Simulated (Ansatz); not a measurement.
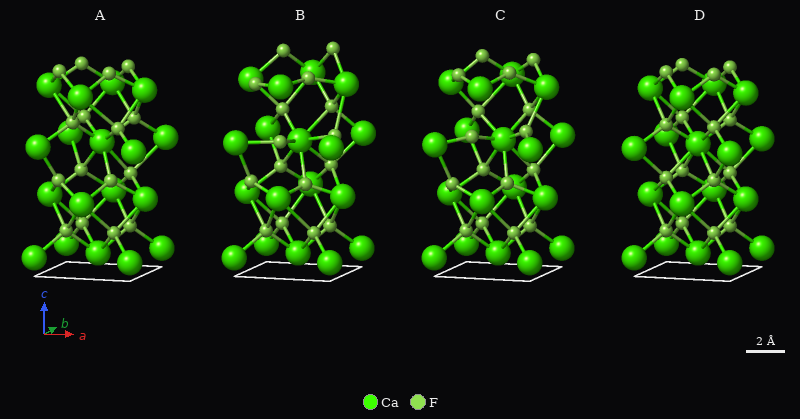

First-principles dynamics of a slab of CaF2(001) (24 atoms in the cell), 280 fs long. 4 frames in shuffled order; frame D is the first. The picture is a ball-and-stick view of the simulation cell, with the vacuum cut short, seen slightly off an axis. Atoms are followed out of the cell. Bonds to atoms that aren't drawn are left out.

All numbers below come from DFT PBE, scalar-relativistic, plane waves, PAW in Ansatz 0.2.0. Run with plane-wave cutoff 420 eV; k-point mesh 2 × 2 × 1; Fermi-Dirac smearing 0.05 eV; low-accuracy preset; 6 atoms held fixed; Nosé-Hoover thermostat (NVT); set temperature 300 K; time step 2 fs; thermostat time 50.0 fs.

Put the frames in order of time.

Answer. D, A, C, B, at 0 fs, 100 fs, 212 fs, 280 fs; the root-mean-square distance from the start grows as 0.00, 0.26, 0.52, 0.78 Å. In the second half of the run the atoms are, in the root-mean-square, this far from where they began (common drift taken out): F 0.64 Å, Ca 0.34 Å. Against the typical shortest distance between atoms in the first frame, about 2.2 Å these are large excursions, but over 280 fs one can't yet tell strong vibration from the start of diffusion.

Limits of the set-up: the program's low-accuracy preset was used.

Cost: 18 min on 2 threads of Arm Neoverse V1 (shared host), peak memory 1.2 GiB.

PAW datasets: the set soft_1.
